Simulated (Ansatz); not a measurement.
# From r2SCAN to G0W0: CaTiN2 (Pmmn), part 2 of 2

Wanted: the gap of CaTiN2 (Pmmn) with a many-body correction, and the time that it takes.

Ansatz 0.2.0; r2SCAN, then G0W0 on it, plane waves, PAW. Known limits of the many-body steps: finite bands, screening cutoff and k mesh; no spin-orbit coupling in G0W0.

So far. Step 2 (The r2SCAN band structure): Over mesh and path the gap is 1.075 eV, direct, at k = Γ.

In doubt: masses and optical values from hybrid runs of this build are listed as unsure (in some of the runs), which bears on the screening that GW takes from such a start.

### Step 3. G0W0 on the 4×4×2 mesh

G0W0 replaces the xc potential by a self-energy built once from the orbitals of the start. Levels are corrected in the window of bands that the input names, at points of the mesh.

This step: G0W0 on r2SCAN, plane waves, PAW.

Contents of input.yaml:

```yaml
crystal:
  lattice:
    - [3.6131, 0.0, 0.0]
    - [0.0, 3.9365, 0.0]
    - [0.0, 0.0, 7.5421]
  atoms:
    - { symbol: Ca, position: [0.0, 0.5, 0.8496394539] }
    - { symbol: Ca, position: [0.5, 0.0, 0.1503605461] }
    - { symbol: Ti, position: [0.0, 0.5, 0.407547735] }
    - { symbol: Ti, position: [0.5, 0.0, 0.592452265] }
    - { symbol: "N", position: [0.5, 0.5, 0.5283250645] }
    - { symbol: "N", position: [0.0, 0.0, 0.4716749355] }
    - { symbol: "N", position: [0.0, 0.5, 0.1641950872] }
    - { symbol: "N", position: [0.5, 0.0, 0.8358049128] }
kpoints:
  mp_grid: { grid: [4, 4, 2] }
hamiltonian:
  xc: r2scan
scf:
  occupations: { method: fixed }
gw:
  n_empty_bands: 688
  ecut_chi: 200.0
  qp_bands: [v2, c2]
  qp_kpoints: band_edges
  screening: { model: contour_deformation }
```

Started as:

```
ansatz run input.yaml --threads 3 --pin off --max-ram 64512MiB --backend cuda --events-out ev --progress --plain --runs-dir out --devices 1 --max-vram 24GiB  # rebuilt from the run's record
```

Numbers of over 12 decimals in the logs are rounded to 6 here.

Output:

```text
GPUs: using 1 of 1 available (devices: 1).
[...]
GPU FFT provider: cuFFT
GPU libraries: cuBLAS 13.8.2, cuFFT 12.4.0, cuSOLVER 12.3.4
Crystal: 8 atoms, lattice volume = 107.271 Å³
Basis set: ecut = 500 eV, 2729 PW (Γ), exchange–correlation on 108×120×240 points (64 copies of the dense FFT grid, shifted against one another)
Bands: 40, of which v1, the nominal top of the filled ones, is band 32 counted from 1 (31 counted from 0)
Symmetry: 8 space group operations
[...]
k-points: 18 of 32
[...]
GPU buffer pool allocated for 48600 grid points (all kernels)
[...]
SCF iter   1: F=—  HF=-10204.283318 eV  |F-HF|=—  |Δ(HF+E_count)|=         —  Δρ=1.77e-2  dr2=4.40e-1  dr2_τ=4.84e-1  ethr=1.77e-3  ⟨swp⟩=4.5  Hψ=2767  notcnv=0  defer=84
[...]
SCF iter   8: F=-10204.471905 eV  HF=-10204.471905 eV  |F-HF|=8.87e-9  |Δ(HF+E_count)|=   2.52e-7  Δρ=7.93e-6  dr2=7.50e-8  dr2_τ=5.11e-9  ethr=1.56e-10  ⟨swp⟩=9.1  Hψ=3385  notcnv=0
SCF 1 converged in 8 iterations: F = -10204.471905 eV  dr2 = 7.50e-8
[...]
NSCF: frozen V_eff on 18 k-points
the band table was solved once the SCF had ended and its energy, with any forces and stress, was formed, with the checks that follow a solve (2922 applications of the Hamiltonian). They found nothing against the state; the energy, forces and stress were not computed again (output.eigenvalues in the input reference)
[...]
G₀W₀ screening: q 1/18
[... further progress lines ...]
SCF converged after 8 iterations
Free energy (F): -10204.471905 eV
[...]
Internal energy: -10204.471905 eV  (E = F + TS)
E sigma→0 (E₀):  -10204.471905 eV
Fermi energy:    9.816229 eV
[...]
--- Band table (eV; the first three rows and the last of 18) ---
  k-point 0: bands = [... 28 lower, 8.5694, 9.0922, 9.6967, 9.8162, 10.8859, 12.6396, 13.1580, 13.4750, ... 4 higher]
  k-point 1: bands = [... 28 lower, 8.7165, 9.1831, 9.5695, 9.6489, 10.8894, 12.8994, 12.9953, 13.1415, ... 4 higher]
  k-point 2: bands = [... 28 lower, 8.3184, 8.7778, 8.8628, 9.1284, 12.0930, 12.7317, 12.9261, 13.1162, ... 4 higher]
  k-point 17: bands = [... 28 lower, 8.1668, 8.1668, 8.8923, 8.8923, 12.5777, 12.5777, 12.6510, 12.6510, ... 4 higher]
--- G₀W₀: contour deformation, 7 samples at zero and on the imaginary axis and 1 off it, 32 q-points, 688 empty bands' worth ---
  eigenvalues of the whole cell's RPA ε∞ on this k-mesh (on a slab, of 1 + 4πα/V) = 6.6547, 9.2251, 10.5466; static W/v taken at q = 0 is 0.113572
  gw.qp_kpoints: band_edges: 9 of 18 stored k-points solved, in 1 pass; an edge of the gap read off the rows below is read off those points alone
    valence top: of the k-points left out ik 2 came nearest to being solved in a further pass, in band 32 (counted from 1, as in the quasiparticle table): it holds the edge there only if its correction is more favourable than any solved in that band by at least 0.554 eV; those differ by 0.225 eV
    conduction bottom: of the k-points left out ik 2 came nearest to being solved in a further pass, in band 33 (counted from 1, as in the quasiparticle table): it holds the edge there only if its correction is more favourable than any solved in that band by at least 1.121 eV; those differ by 0.145 eV
    ik  band        ε_KS         Σx   Σc(E_QP)       V_xc       Z   E_QP_lin       E_QP  E_QP is
     0    31      9.6967   -21.5444     2.3611   -19.0732  0.7265     9.5863     9.5867  root
     0    32      9.8162   -20.2238     2.4062   -17.5738  0.7241     9.5701     9.5723  root
     0    33     10.8859   -12.2472    -6.2489   -19.0976  0.7258    11.5061    11.4874  root
     0    34     12.6396    -6.2957    -4.7534   -11.6326  0.7763    13.2408    13.2231  root
     1    31      9.5695   -19.9662     2.4751   -17.2262  0.7231     9.3018     9.3045  root
     1    32      9.6489   -21.4455     2.2841   -19.0659  0.7264     9.5531     9.5534  root
     1    33     10.8894   -12.2536    -6.2580   -19.1135  0.7256    11.5099    11.4912  root
     1    34     12.8994   -10.5955    -5.5420   -16.7915  0.7328    13.5784    13.5534  root
     3    31      8.8971   -19.4657     2.6202   -16.5154  0.7162     8.5623     8.5670  root
     3    32      8.9844   -19.3458     2.4170   -16.6365  0.7178     8.6885     8.6921  root
     3    33     12.0837   -13.0516    -6.6667   -20.3792  0.7055    12.7715    12.7445  root
     3    34     12.2491   -10.6025    -5.6259   -16.8643  0.7400    12.9074    12.8851  root
     8    31      8.6292   -19.9150     2.5213   -17.1172  0.7162     8.3496     8.3528  root
     8    32      9.2404   -20.6760     2.3775   -18.1356  0.7212     9.0766     9.0775  root
     8    33     12.1903   -12.4800    -6.1650   -19.2809  0.7165    12.8492    12.8263  root
     8    34     12.5870   -10.1617    -5.5710   -16.3685  0.7386    13.2459    13.2228  root
     9    31      8.4147   -19.3725     2.7277   -16.2538  0.7148     8.0167     8.0238  root
     9    32      9.1559   -20.6975     2.4667   -18.0636  0.7227     8.9878     8.9888  root
     9    33     11.9041   -11.6055    -5.7889   -18.0311  0.7308    12.5630    12.5407  root
     9    34     12.9422   -12.3416    -6.7241   -19.7671  0.7055    13.6755    13.6435  root
    12    31      8.1161   -21.9041     2.9366   -18.7526  0.7062     7.8993     7.9012  root
    12    32      8.1161   -21.9041     2.9366   -18.7526  0.7062     7.8993     7.9012  root
    12    33     12.3338   -11.7839    -5.4811   -17.9017  0.7342    12.9926    12.9704  root
    12    34     12.3338   -11.7839    -5.4811   -17.9017  0.7342    12.9926    12.9704  root
    13    31      8.2807   -21.6958     2.7717   -18.7434  0.7080     8.0987     8.1000  root
    13    32      8.2807   -21.6958     2.7717   -18.7434  0.7080     8.0987     8.1000  root
    13    33     12.3113   -11.7748    -5.5203   -17.8956  0.7338    12.9307    12.9117  root
    13    34     12.3113   -11.7748    -5.5203   -17.8956  0.7338    12.9307    12.9117  root
    16    31      9.3750   -19.9354     2.4225   -17.2631  0.7217     9.1229     9.1253  root
    16    32      9.3750   -19.9354     2.4225   -17.2631  0.7217     9.1229     9.1253  root
    16    33     12.1831    -9.3274    -5.1672   -15.0850  0.7504    12.7916    12.7735  root
    16    34     12.1831    -9.3274    -5.1672   -15.0850  0.7504    12.7916    12.7735  root
    17    31      8.8923   -18.8546     2.5035   -16.0304  0.7233     8.5673     8.5716  root
    17    32      8.8923   -18.8546     2.5035   -16.0304  0.7233     8.5673     8.5716  root
    17    33     12.5777   -12.0825    -5.8713   -18.4692  0.7211    13.1063    13.0931  root
    17    34     12.5777   -12.0825    -5.8713   -18.4692  0.7211    13.1063    13.0931  root
```

Run time: 21 s. Hardware: 1 × NVIDIA H100 80GB HBM3 (shared by 3 runs) with 3 threads of AMD EPYC 7R13 (Zen 3), shared host; peak memory 3.1 GiB; 42 s of CPU time.

Numbers from this step:

```yaml
bands_summed: 720
rpa_eps_infinity_on_this_mesh_eigenvalues: 6.655, 9.225, 10.55
plane_waves_in_the_screening_matrix: 693
q_points_in_the_mesh: 32
g0w0_gap_over_the_corrected_points: 1.901 eV
k_of_the_valence_top: 0, 0, 0
k_of_the_conduction_bottom: 0, 0, 0
starting_gap_on_the_mesh: 1.070 eV
z_at_the_valence_top: 0.7265
z_at_the_conduction_bottom: 0.7258
least_direct_g0w0_gap_over_the_corrected_points: 1.901 eV
```

Over 9 of 18 irreducible mesh points the G0W0 gap is 1.901 eV, direct, at k = Γ. The r2SCAN gap of this run on the mesh is 1.070 eV. Other states bound it: the two that bound the G0W0 gap lie 1.189 eV apart in r2SCAN, so state for state the correction is 1.901 − 1.189 = +0.712 eV, while gap against gap it is 1.901 − 1.070 = +0.831 eV. The start of this run differs from the step before in mesh (6×6×4 and 4×4×2).

Labels follow the order of the start: v1 is the top filled band, c1 the lowest empty one; levels that stay degenerate share a row, the window can cut a multiplet, doubted levels are not marked in this list, bands outside the window were not corrected, and the list may be a part of the corrected levels. Levels before and after the correction, in eV, zero at the valence-band top of each column:

```csv
,conduction bottom,valence top
Kohn-Sham,1.07,0.00
G0W0,1.90,0.00
```

```csv
,level,occupation,energy (eV)
Kohn-Sham,Γ v2,2,-0.119
Kohn-Sham,Γ v1,2,0.000
Kohn-Sham,Γ c1,0,1.070
Kohn-Sham,Γ c2,0,2.823
G0W0,Γ v2,2,0.000
G0W0,Γ v1,2,-0.014
G0W0,Γ c1,0,1.901
G0W0,Γ c2,0,3.636
```

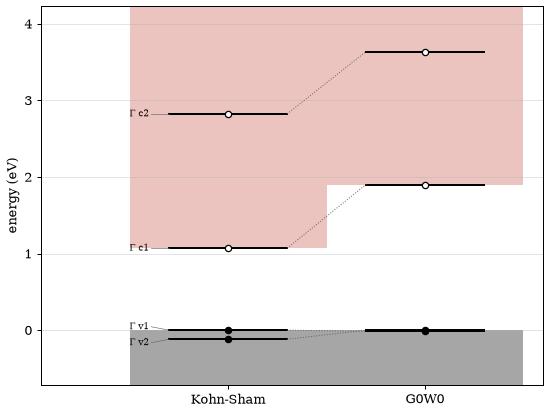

Levels before and after the correction. Shaded: valence and conduction bands. Filled marks are occupied levels, open marks empty ones.

The parts of the quasiparticle energy for the two states that bound the G0W0 gap, in eV on the run's own scale (QP = start + Σx + Σc − Vxc, with Σc at the quasiparticle energy):

```csv
edge,k,band,start,Σx,Σc,Vxc,Z,QP
valence top,Γ,31,9.697,−21.544,2.361,−19.073,0.727,9.587
conduction bottom,Γ,33,10.886,−12.247,−6.249,−19.098,0.726,11.487
```

### Step 4. The runs together

Each gap is the least one over the points named; times are wall times on shared hosts, not benchmarks. A G0W0 time includes the run's own self-consistent start. Rows marked * are further runs, not shown as steps, whose inputs differ from the G0W0 step on the same start in the columns given; solver thresholds can differ too.

```csv
level,mesh,"files, cutoff","bands summed, screening",points,gap (eV),valence top,conduction bottom,least direct gap (eV),time
r2SCAN,6×6×4,"soft_2 PAW, 500 eV",-,mesh and path,1.075,Γ,Γ,1.075,3 s
G0W0@r2SCAN*,4×4×2,"soft_2 PAW, 500 eV","145, 60 eV",9 of 18 irreducible mesh points,1.734,Γ,Γ,1.734,6.2 s
G0W0@r2SCAN*,4×4×2,"soft_2 PAW, 500 eV","352, 120 eV",9 of 18 irreducible mesh points,1.789,Γ,Γ,1.789,16 s
G0W0@r2SCAN,4×4×2,"soft_2 PAW, 500 eV","720, 200 eV",9 of 18 irreducible mesh points,1.901,Γ,Γ,1.901,21 s
G0W0@r2SCAN*,4×4×2,"soft_2 PAW, 500 eV","352, 120 eV, plasmon pole",9 of 18 irreducible mesh points,1.768,Γ,Γ,1.768,12 s
```

### Step 5. Results

- r2SCAN gap over mesh and path: 1.075 eV, direct, at k = Γ
- G0W0@r2SCAN gap over 9 of 18 irreducible mesh points: 1.901 eV, direct, at k = Γ
- GW settings: 4×4×2 mesh, 688 empty bands, screening to 200 eV
- known limits: finite bands, screening cutoff and k mesh; no spin-orbit coupling in G0W0

In words: Over 9 of 18 irreducible mesh points the G0W0 gap is 1.901 eV, direct, at k = Γ. The r2SCAN gap of this run on the mesh is 1.070 eV. Other states bound it: the two that bound the G0W0 gap lie 1.189 eV apart in r2SCAN, so state for state the correction is 1.901 − 1.189 = +0.712 eV, while gap against gap it is 1.901 − 1.070 = +0.831 eV. The valence state moves by 9.587 − 9.697 = −0.110 eV and the conduction state by 11.487 − 10.886 = +0.601 eV, on the run's own scale; with 145 bands the edge states move by +0.618 and +1.163 eV, so the split between the edges depends on the bands and cutoff. Both edges that r2SCAN shows over mesh and path lie at k points where levels were corrected. Levels at other points were not corrected, so a lower G0W0 gap elsewhere in the zone is not ruled out. From 145 bands and 60 eV to 720 bands and 200 eV the gap moves by 1.901 − 1.734 = +0.167 eV (rung by rung 1.734, 1.789, 1.901 eV); bands and screening cutoff rise together, so their parts are not told apart. A line in one over the bands through the two highest rungs gives 1.901 + (1.901 − 1.789) × 352 / (720 − 352) = 2.008 eV, and through the pair below 1.789 + (1.789 − 1.734) × 145 / (352 − 145) = 1.828 eV. Carried level by level, other states would bound the gap (1.988 eV), so the limit is not known. With the plasmon pole model in place of the contour deformation model and all else as in the G0W0@r2SCAN row with 352 bands, the gap differs by 1.768 − 1.789 = −0.021 eV. G0W0 on other starts in this series, not shown as steps and not all at these settings: 2.114 eV on HSE06 (4×4×2, soft_2 PAW, 352 bands, 120 eV) and 2.336 eV on PBE0 (4×4×2, soft_2 PAW, 352 bands, 120 eV). The G0W0 runs are scalar-relativistic. No pair of G0W0 runs that differ in the mesh alone is shown (4×4×2 is a supercell whose nearest images lie 14 Å apart), so the error from the mesh is not known here. G0W0@r2SCAN runs of this series with other atomic data on the same mesh, not shown as steps, give 1.789 eV (hard PAW, 870 eV, 352 bands, screening to 120 eV; the table's row with the same empty bands and screening cutoff has 1.789 eV); where bands and cutoffs differ too, the part of the files is not isolated.

[Paths, hosts, dates, memory and timing lines, banners, echoed tables and standing remarks are left out of the program output.]

[Logs are printed without paths, hosts, clocks, repeated set-up lines and the standing remarks that a program may print on its own settings, such as how far it seeks lower states.]

[Runs of the session that timed out or met a known fault of the program may be left out.]

[Cells called generated may have been cut or substituted from an entry of the Crystallography Open Database or the Materials Project.]

[Hosts, paths, dates, database ids (printed as entryN), source tags and the programs' standing remarks are cut or masked in the printed files.]

[Where an RPA ε∞ is given, it is that of the G0W0 mesh and is not shown converged in it. Names of k-points follow the symmetry that the program found, which can be lower than the space group named. Band edges on a path are those of the sampled points; other points can move an edge, and change direct to indirect where valleys lie close.]

[Hybrid gaps are those of their k-mesh and are not shown converged in it.]
